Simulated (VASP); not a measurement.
**A series of single points on Ga**

System: Ga (2 atoms in the cell).
Method: Kohn-Sham DFT of a periodic cell, PBEsol, VASP PAW PBE potentials, recommended, no spin polarisation (VASP 6.6.1).

The 7 runs differ only in the geometry, by an even scaling of the cell at fixed fractional positions. The structure derives from an entry of the Crystallography Open Database.

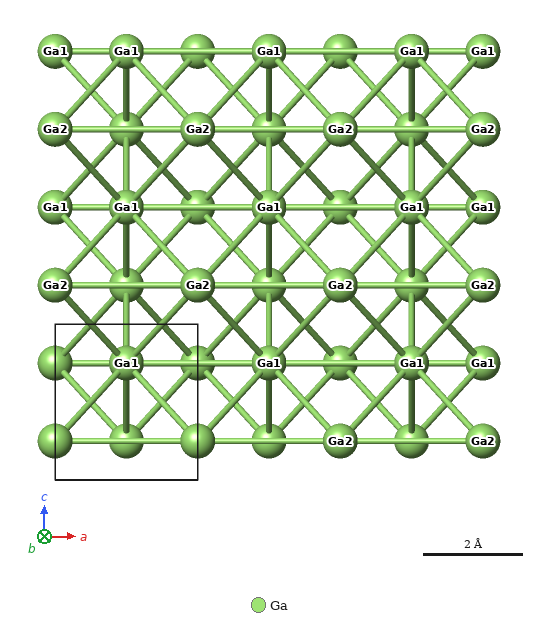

Figure 1. The structure of run 4 (ball-and-stick view of the cell 2 times as large as that of the calculation, set on its symmetry axes, repeated 3 × 1 × 3, along the b axis; atoms are numbered from 1 in the order of the input). An atom can appear more than once, as a periodic image.

### INCAR of run 4
```
SYSTEM = Ga
PREC = Accurate
ENCUT = 520
EDIFF = 1E-7
ISMEAR = -1
SIGMA = 0.05
LREAL = .False.
LASPH = .True.
NELM = 60
ALGO = Normal
ISIF = 2
LWAVE = .False.
LCHARG = .True.
GGA = PS
LELF = .True.
LVHAR = .True.
NBANDS = 20
```

### KPOINTS of run 4
```
Automatic mesh
0
Gamma
  10 10 8
  0 0 0
```

### POSCAR of run 4
```
Ga
1.0
    1.4500000000     -4.0650000000      0.0000000000
    1.4500000000      4.0650000000      0.0000000000
    0.0000000000      0.0000000000      3.1700000000
Ga
2
Direct
    0.1330000000      0.8670000000      0.7500000000
    0.8670000000      0.1330000000      0.2500000000
```

Command:
```bash
cat potpaw_PBE.64/Ga_d/POTCAR > POTCAR
mpirun -np 1 vasp_std > vasp.out
```

Run 6 has the same physical settings and fractional positions; its lattice vectors (Å) are:
```
   1.469081   -4.118493    0.000000
   1.469081    4.118493    0.000000
   0.000000    0.000000    3.211715
```

### Results, with one run withheld

```tsv
run	volume per atom (Å³)	free energy per atom, from the lowest run given (meV)	pressure (GPa)
1	17.564	2.21	1.71
2	17.937	0.00	0.33
3	18.311	0.82	−0.90
4	18.685	4.33	−1.99
5	19.058	10.22	−2.95
6	19.432	?	?
7	19.806	28.00	−4.56
```

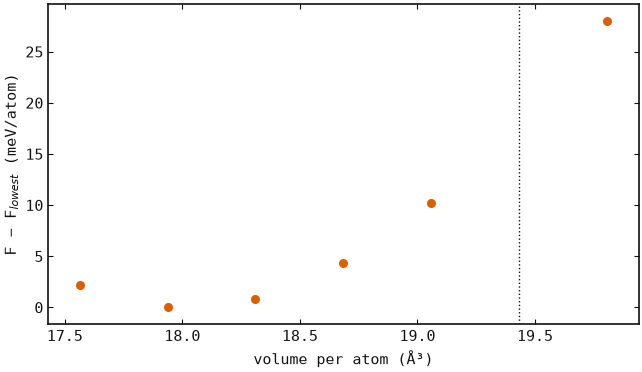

Figure 2. Free energy per atom of the runs given; the dotted line marks run 6.

Estimate the energy of run 6 from the others.

A cubic polynomial in V^(−2/3) (the Birch–Murnaghan form), fitted to the 6 runs given, misses them by at most 0.01 meV per atom. With x = V^(−2/3) − 0.14278 Å⁻², it reads F = 2.6291 − 1969.2 x + 3.5506e+05 x² + 1.3686e+06 x³ (meV per atom). At run 6 it gives 18.19 meV per atom, and the run itself gives 18.21. The slope of the fit gives a pressure −dF/dV of −3.83 GPa there, and the run prints −3.78 GPa. The fit has its minimum at 18.016 Å³ per atom, where V d²F/dV² gives 61.3 GPa. Cell shape and fractional positions are held, so this is the stiffness under even scaling; the relaxed bulk modulus wasn't computed.

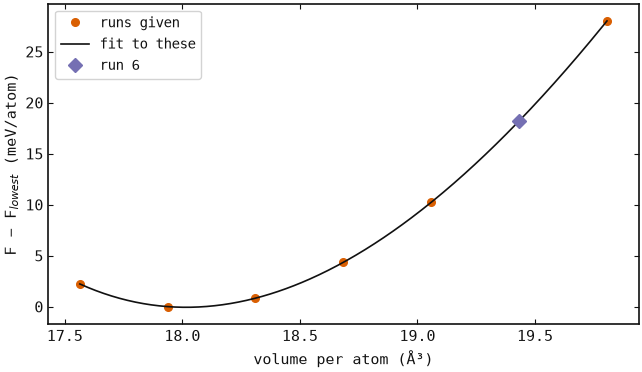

Figure 3. The fit and the withheld run.

### OSZICAR and lines of OUTCAR (run 6)
```
N       E                     dE             d eps       ncg     rms          rms(c)
DAV:   1     0.130796715109E+03    0.13080E+03   -0.13312E+04  6488   0.243E+03
DAV:   2     0.470957146518E+01   -0.12609E+03   -0.12310E+03  6404   0.381E+02
DAV:   3    -0.655829723953E+01   -0.11268E+02   -0.11205E+02  7084   0.943E+01
DAV:   4    -0.673233734684E+01   -0.17404E+00   -0.17395E+00  7132   0.129E+01
DAV:   5    -0.673523697292E+01   -0.28996E-02   -0.28995E-02  7132   0.164E+00    0.144E+00
DAV:   6    -0.666748673061E+01    0.67750E-01   -0.13180E-01  8340   0.594E+00    0.703E-01
DAV:   7    -0.665464907158E+01    0.12838E-01   -0.21201E-02  8936   0.199E+00    0.212E-01
DAV:   8    -0.665299115265E+01    0.16579E-02   -0.24342E-03  6792   0.679E-01    0.159E-02
DAV:   9    -0.665300378773E+01   -0.12635E-04   -0.99346E-05  7352   0.104E-01    0.724E-03
DAV:  10    -0.665300415238E+01   -0.36466E-06   -0.55647E-06  7124   0.285E-02    0.112E-03
DAV:  11    -0.665300405548E+01    0.96908E-07   -0.43041E-07  6732   0.914E-03
   1 F= -.66530041E+01 E0= -.66511329E+01  d E =-.374222E-02
[... from OUTCAR:]
  free energy    TOTEN  =        -6.65300406 eV
  energy without entropy =       -6.64926184  energy(sigma->0) =       -6.65113295
 E-fermi :   5.0365     XC(G=0): -10.9620     alpha+bet :-11.2868
  free  energy   TOTEN  =        -6.6530040555 eV
  energy  without entropy=       -6.6492618400  energy(sigma->0) =       -6.65113295
```
